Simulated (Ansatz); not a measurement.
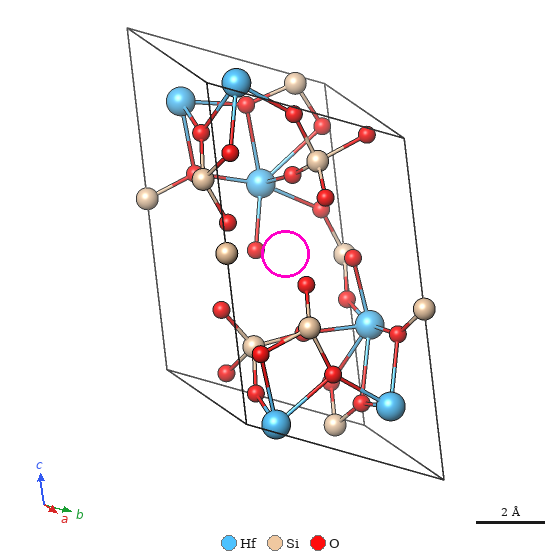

A ball-and-stick rendering, viewed slightly off an axis. The edges of the supercell are marked. The host is HfSiO4, in a cell of 36 sites, and the cell carries a charge of -4. A ring marks the defect's site.

**How does this supercell depart from the perfect host?**

A hafnium vacancy. Around the empty site lie four O at about 2.1 to 2.2 Å.

Level of theory and settings: DFT PBE, scalar-relativistic, plane waves, PAW in Ansatz 0.2.0, a kinetic-energy cutoff of 420 eV, a 2×2×2 k-point grid, Gaussian smearing of 0.02 eV, collinear spins.

**Is there a net moment in the defective cell?**

No net moment.

The atoms were relaxed in the host's cell with DFT PBE, scalar-relativistic, plane waves, PAW (Ansatz).
